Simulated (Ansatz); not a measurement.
A periodic structure is given below.

```cif
data_structure
_symmetry_space_group_name_H-M 'P 1'
_symmetry_Int_Tables_number 1
_cell_length_a 6.3985
_cell_length_b 6.3985
_cell_length_c 6.3985
_cell_angle_alpha 90.000
_cell_angle_beta 90.000
_cell_angle_gamma 90.000
_cell_volume 261.96
loop_
_atom_site_label
_atom_site_type_symbol
_atom_site_fract_x
_atom_site_fract_y
_atom_site_fract_z
_atom_site_occupancy
Cd1 Cd 0.00000 0.00000 0.00000 1
Te1 Te 0.25000 0.25000 0.25000 1
Cd2 Cd 0.00000 0.50000 0.50000 1
Te2 Te 0.25000 0.75000 0.75000 1
Cd3 Cd 0.50000 0.00000 0.50000 1
Te3 Te 0.75000 0.25000 0.75000 1
Cd4 Cd 0.50000 0.50000 0.00000 1
Te4 Te 0.75000 0.75000 0.25000 1
```

**Before looking at a picture, describe the arrangement of atoms.**

Formula: CdTe. The lattice is face-centred cubic and the space group F-43m (No. 216). This arrangement goes by the name zinc blende (sphalerite type). Counting shared atoms by their share gives 4 Cd, 4 Te, or 8 atoms. Cd is coordinated by four Te in a tetrahedral arrangement at 2.77 Å. Te is linked to four Cd in a tetrahedral arrangement at 2.77 Å. The bonds build a three-dimensional framework.

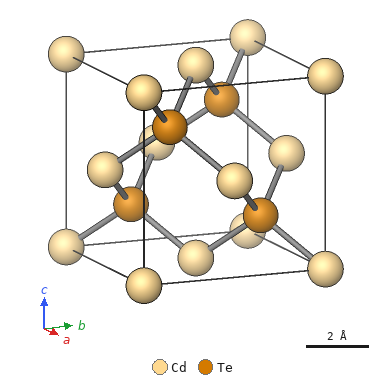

Drawn in the ball-and-stick manner and seen slightly off an axis. Thin lines show the conventional unit cell, with boundary atoms drawn in all their periodic places.

The model was built from a structure listed in the Materials Project, with elements exchanged, so it need not be a known form of the compound. The cell was then strained or its atoms displaced on purpose. It was run through Ansatz as a DFT input.

At this level of theory the cell isn't at rest (compressed, at 5 GPa), so its distances can differ from those at equilibrium, the more so the softer the solid.
